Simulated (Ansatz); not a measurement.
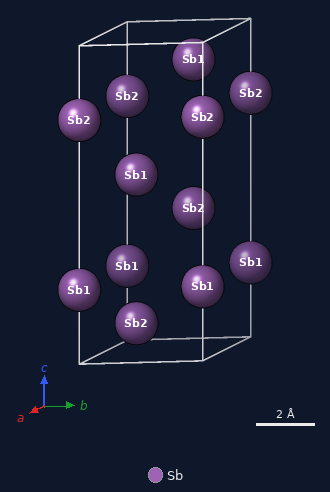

*The structure (spheres-only view of the cell 3 times as large as that of the calculation, set on its symmetry axes, seen slightly off an axis; atoms are numbered from 1 in the order of the input).*

**Band-structure calculation, with input and output: Sb**

The run: band-structure calculation of Sb (R-3m, 2 atoms in the cell). Method and program: DFT with RPBE, PAW plane waves, no spin polarisation (Ansatz 0.2.0).

The structure derives from an entry of the Crystallography Open Database. Figures and captions count atoms from 1; the log counts them from 0 in places.

### Output
```
Warning: crystal.lattice misses the space group found at crystal.symmetry.tolerance 3.0e-4 in a digit that the deck types, which is why this is a warning: making the lattice exact moves one of its numbers by a whole unit of that number's last typed decimal, or more. The operation that it misses by the most changes a squared length by the fraction 2.95e-6. The run uses the lattice that is a stretch of the typed one, with no rotation, onto the one that keeps every operation to a double's rounding (on a very oblique basis the stretch itself rounds by more); the deck's lattice vector that moved farthest moved by 3.68e-6 Å. To run the lattice as typed, set crystal.symmetry.tolerance under 2.94e-6, the least fraction by which an operation that the lattice misses changes a squared length (the same key also sets how far an atom may lie from its image, so lowering it can lose operations that the atoms keep only within it), or set crystal.symmetry.detect: false (a key that needs symmetry detection or time reversal refuses this as the deck is read). crystal.lattice made exact, in Å and degrees: [[4.331521680638649, 0.0, 0.0], [-2.1657608403193245, 3.751207812476133, -1.6547747438553037e-7], [-2.1657608403193245, 1.2504027708253067, 3.778163944840853]]. Pasted over the deck's crystal.lattice, beside positions in fractional coordinates, it runs the same cell (given as lengths and angles, that cell in the form's own orientation, a rigid turn of the misfit's size from the one run here, for which a checkpoint.post_process_only pass over this run's state can be refused: where this run relaxes nothing, give such a pass this deck's own crystal.lattice, as typed; behind a relaxation, as crystal.lattice, the state's own cell, identity.cell in its checkpoint.json), and a matrix so pasted ends this notice, except on a very skew basis of the lattice, where the rounding of the pasted numbers themselves can read as a misfit: the cell is then moved again, and that move is told again. The lattice as run is in this notice's lattice.as_run_ang field (Run.prep()["deck_notices"] in Python, the deck_notice line of an events file, deck_notices of ansatz run --dry-run=json, or deck_notices in record.json in the deck's checkpoint.write directory).
Warning: checkpoint.read: basis.xc_grid differs: saved 1, current 2 (points along each axis for each point of the dense box; where the key is left out runs that use forces, runs that use the stress, dielectric runs by a finite field, finite-displacement phonons, runs of phonons.displacement_patterns under a GGA or a meta-GGA, phonons by method: dfpt, dielectric runs by the response, runs on support functions, runs on PAW files under a meta-GGA or a hybrid on one, runs at kind: all_electron or under a hybrid on a GGA, runs under a text's formulas of a gradient, and runs on PAW files that evaluate rPW86 or Becke's exchange or LYP's correlation can take a finer level, which can go by the root key accuracy; a number is taken as typed: the saved number, typed, holds this deck to the state's level, where the deck is accepted there); the SCF iterates at this deck's level from the saved density; a trajectory continued from that state goes on on another energy surface; basis.xc_grid: 1, typed and accepted, keeps it on the saved one
Engine: ansatz 0.2.0, aarch64-unknown-linux-gnu
Pseudopotentials: kind: paw
Pseudopotential: Sb, paw, valence charge 15, recommended cutoff 420 eV (normal), Sb.paw.azcp
Functional definition: RPBE
  parameter kappa = 0.804
  parameter beta = 0.06672455060314922
  exchange = rpbe_x(kappa = kappa, mu = beta*pi^2/3)
  correlation = pbe_c(beta = beta)
Crystal: 2 atoms, lattice volume = 61.389 Å³
Basis set: ecut = 420 eV, 1219 PW (Γ), exchange–correlation on 60×60×64 points (8 copies of the dense FFT grid, shifted against one another)
Bands: 19, of which v1, the nominal top of the filled ones, is band 15 counted from 1 (14 counted from 0)
Symmetry: 12 space group operations
Space group: R-3m (ITA 166), of the structure as read, at distance tolerance 1.2e-3 Å
k-points: 85 of 729
Non-local potential: Sb, projectors of the file, l = 0: 2, l = 1: 2, l = 2: 2, l = 3: 2
PAW form: soft (Blöchl's): semilocal exchange-correlation on the pseudo side does not see the compensation charge
PAW frozen core: Sb, regenerated for the run's functional, and the local potential with it (the file was generated under x = pbe(κ = 0.804, μ = 0.2195149727645171), c = pbe(β = 0.06672455060314922))
PAW one-centre angular grid: Sb, 590 points (default); XC on 64 Gauss nodes
Initial density: read from a saved state, or passed on in memory by an earlier SCF of this step, an earlier step, the calling program or the single point that the run made first
Initial wavefunctions: pseudopotential atomic-orbital guess
Functional: x = rpbe, c = pbe(β = 0.06672455060314922)
iter 1 solved again at ethr=7.27e-6 eV; its pass at ethr=3.10e-3 eV (dr2=2.18e-3 eV) is discarded
SCF iter   1: F=—  HF=-12986.345124 eV  |F-HF|=—  |Δ(HF+E_count)|=         —  Δρ=1.28e-3  dr2=1.83e-3  ethr=7.27e-6  ⟨swp⟩=2.3  Hψ=11297  notcnv=0
preconditioner: auto → Kerker (q_TF=auto, 2.421 Å⁻¹)  [metal: Δε(μ)=0.095 eV  Ē_g=8.598 eV  σ=0.100 eV  W_gap=0.23  n_scr=14 (ndim 8)  ℏωp=15.0 eV  f_vac=0.004  D(μ)=0.24/eV (n_scr^D=0)]
SCF iter   2: F=—  HF=-12986.344849 eV  |F-HF|=—  |Δ(HF+E_count)|=   2.74e-4  Δρ=8.03e-4  dr2=6.94e-4  ethr=6.09e-6  ⟨swp⟩=1.0  Hψ=1623  notcnv=0
SCF iter   3: F=—  HF=-12986.344710 eV  |F-HF|=—  |Δ(HF+E_count)|=   1.40e-4  Δρ=1.44e-4  dr2=2.60e-5  ethr=2.31e-6  ⟨swp⟩=3.0  Hψ=2938  notcnv=0
SCF iter   4: F=—  HF=-12986.344709 eV  |F-HF|=—  |Δ(HF+E_count)|=   9.63e-7  Δρ=6.64e-5  dr2=3.38e-6  ethr=8.67e-8  ⟨swp⟩=2.3  Hψ=2156  notcnv=0
SCF iter   5: F=—  HF=-12986.344711 eV  |F-HF|=—  |Δ(HF+E_count)|=   2.60e-6  Δρ=1.44e-5  dr2=1.76e-7  ethr=1.13e-8  ⟨swp⟩=2.0  Hψ=2041  notcnv=0
SCF iter   6: F=-12986.344711 eV  HF=-12986.344711 eV  |F-HF|=1.46e-8  |Δ(HF+E_count)|=   2.42e-7  Δρ=4.62e-6  dr2=2.18e-8  ethr=3.33e-10  ⟨swp⟩=10.2  Hψ=11515  notcnv=0
SCF 1 converged in 6 iterations: F = -12986.344711 eV  dr2 = 2.18e-8
  greatest PAW one-centre occupation: 0.995 electrons in one spin orbital (limit 2), on the Sb atom at site 1 (counted from 0), in its partial waves of l = 2
NSCF: frozen V_eff on 55 k-points
SCF converged after 6 iterations
Free energy (F): -12986.344711 eV
Harris-Foulkes:  -12986.344711 eV  (|F-HF|=1.46e-8)
Internal energy: -12986.335553 eV  (E = F + TS)
E sigma→0 (E₀):  -12986.340132 eV
Entropy (-TS):   -0.009158 eV (-4.579 meV/atom)
Fermi energy:    9.943819 eV
--- Per-component energies (eV) ---
  E_band       = -342.573955
  E_kinetic    = 412.884157
  E_local      = -3217.418666  (includes V_loc(G=0)·N_el)
  E_nonlocal   = 723.354509
  E_hartree    = 1459.280171
  E_xc         = -276.928071
  E_vxc        = -191.702752  (∫ρ·V_xc dr)
  E_paw        = -9168.283269  (= ΣΔE_a)
  E_vpaw       = -988.250609  (= ΣTr[D̂ρ^β])
  E_aug_tail   = -0.000003  (compensation charges beyond the density's cutoff)
  E_ewald      = -2919.204739
  E_core_change = -0.019642  (= ΣΔE_core)
  E_smearing   = -0.009158  (= −TS)
  E_closure    = 0.000000  (closes the sum)
  Σ components = -12986.344711   (vs F -12986.344711, Δ=0.00e0)
--- Forces (eV/Å), atoms counted from 1 ---
  atom   1  Sb    -0.00000000     0.00000001     0.13746285
  atom   2  Sb     0.00000000    -0.00000001    -0.13746285
  max |Σ_I F_I| component: 2.78e-17 eV/Å
--- Stress (GPa, compression-positive) ---
        3.153695       0.000000       0.000000
        0.000000       3.153695      -0.000000
        0.000000      -0.000000       2.929844
  P = ⅓ Tr σ = 3.0791 GPa (30.791 kbar)
--- Band table (eV; the first three rows and the last of 85) ---
  k-point 0: bands = ["-19.5249", "-19.5249", "-19.4438", "-19.4438", "-19.4189", "-19.3370", "-19.3370", "-19.3300", "-19.2577", "-19.2577", "-2.6321", "5.1053", "7.9213", "8.1768", "8.1768", "12.0293", "12.6326", "12.6326", "15.1019"]
  k-point 1: bands = ["-19.5204", "-19.5204", "-19.4420", "-19.4420", "-19.4171", "-19.3384", "-19.3384", "-19.3315", "-19.2625", "-19.2625", "-2.5222", "4.4752", "8.2033", "8.2033", "8.3567", "11.9479", "12.2485", "12.2485", "14.9157"]
  k-point 2: bands = ["-19.5083", "-19.5083", "-19.4373", "-19.4373", "-19.4123", "-19.3421", "-19.3421", "-19.3359", "-19.2755", "-19.2755", "-2.2016", "3.2712", "8.2915", "8.2915", "8.9735", "11.4567", "11.4567", "11.7065", "14.8880"]
  k-point 84: bands = ["-19.4986", "-19.4252", "-19.4086", "-19.4076", "-19.4014", "-19.3853", "-19.3662", "-19.3507", "-19.3368", "-19.2880", "0.3920", "0.5023", "5.1643", "6.3303", "8.4751", "10.8436", "13.7270", "14.8042", "15.4178"]
--- Löwdin populations: 2 sites ---
  site symbol       q [e]
     0     Sb     14.9649
     1     Sb     14.9649
  spilling = 0.002339 (of n_electrons = 30.000000)
--- Bader charges: 2 sites ---
  site symbol  charge [e]  shift [e]
     0     Sb      0.0000     0.0000
     1     Sb      0.0000     0.0000
  estimated error of the sums over rays = 2.3e-4 e
```

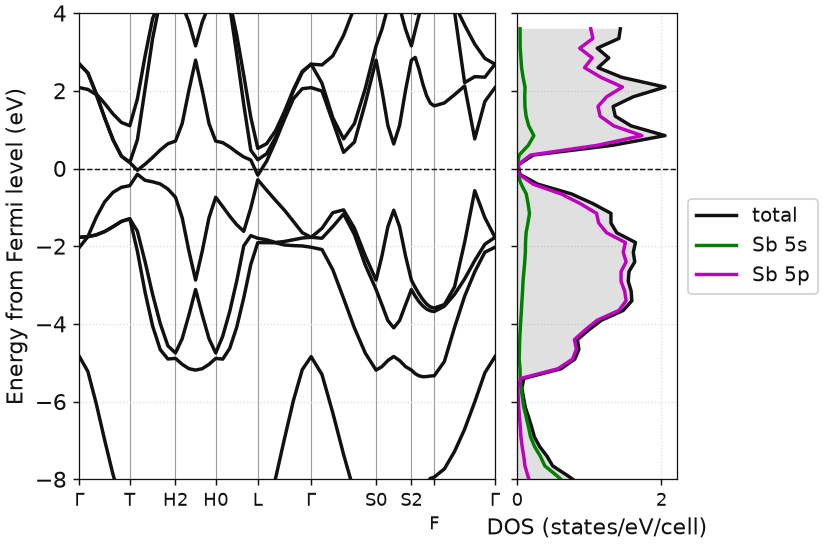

*Band structure along Γ–T–H2–H0–L–Γ–S0–S2–F–Γ and density of states (projected on Löwdin-orthogonalised atomic shells), with energies from the Fermi level.*

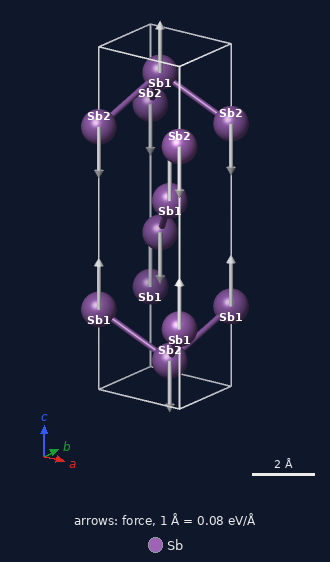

*Forces on the atoms as white arrows (ball-and-stick view of the cell 3 times as large as that of the calculation, set on its symmetry axes, seen slightly off an axis; atoms are numbered from 1 in the order of the input).*

The largest act on Sb1, Sb2 (0.14 eV/Å). The geometry is not a stationary point of this energy.

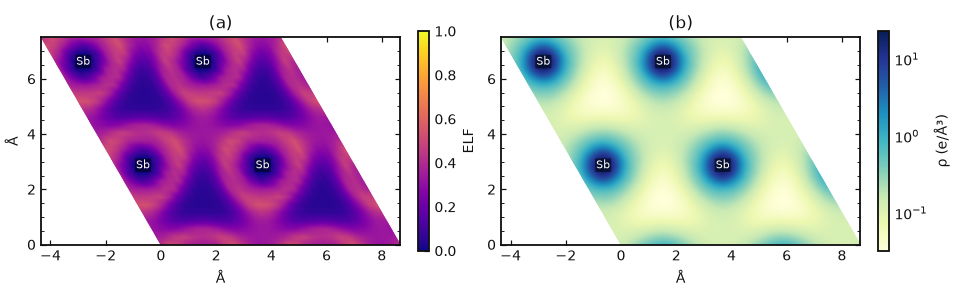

*(a) electron localisation function; (b) valence pseudo-density on the plane of lattice vectors 1 and 2 of the input at fractional height 0.700 along vector 3, 2 × 2 cells, interpolated from points about 0.3 Å apart.*

The plane passes within 0.2 Å of Sb sites. The density in this plane falls to 0.034 e/Å³ at its lowest. The fields are smooth PAW fields, not the true ones close to the nuclei.

The run was set up as follows.

### Input
```yaml
crystal:
  lattice:
    - [4.331518, 0.0, 0.0]
    - [-2.165759, 3.751211, 0.0]
    - [-2.165759, 1.250404, 3.778164]
  atoms:
    - { symbol: Sb, position: [0.23349, 0.76651, 0.70047] }
    - { symbol: Sb, position: [0.76651, 0.23349, 0.29953] }
  symmetry: { tolerance: 0.0003 }
kpoints:
  mp_grid: { grid: [9, 9, 9], shift: [0, 0, 0] }
  band_path:
    path:
      - [0.0, 0.0, 0.0]
      - [0.0, 0.0, 0.5]
      - [0.52062497, -0.26031249, 0.23968751]
      - [0.73968751, -0.47937503, -0.23968751]
      - [0.5, 0.0, 0.0]
      - [0.0, 0.0, 0.0]
      - [0.73968751, -0.36984376, -0.36984376]
      - [0.63015624, -0.36984376, 0.0]
      - [0.5, -0.5, 0.0]
      - [0.0, 0.0, 0.0]
    npoints: 6
magnetization:
  spin_polarized: false
scf:
  occupations: { method: fermi_dirac }
  lower_state_search: "off"
  max_iter: 200
hamiltonian:
  pseudopotentials: { kind: paw }
  xc: rpbe
basis:
  ecutwfc: 420
  fft_grid_basis: typed
output:
  forces: true
  stress: true
  eigenvalues: true
  bader: true
  populations: true
  elf: true
  write_potential: true
  volumetric_format: npy
  dos:
    e_range: [-12, 8]
    de: 0.05
    projected: { site_lists: { Sb: [Sb] } }
checkpoint:
  read: saved_state
```

### Key numbers

```csv
quantity,value
outcome,converged
space group (tolerance 0.01 Å),R-3m (166)
electrons treated,30
free energy,−12986.3447 eV
Fermi energy,9.944 eV
pressure,3.08 GPa
largest force (length of the vector),0.137 eV/Å
hardware,"2 threads of an Arm (aarch64) CPU, shared host"
wall time,17 s (CPU time 33 s)
peak memory,0.38 GiB
```

### Notes

The program warns: the structure was made exactly symmetric.
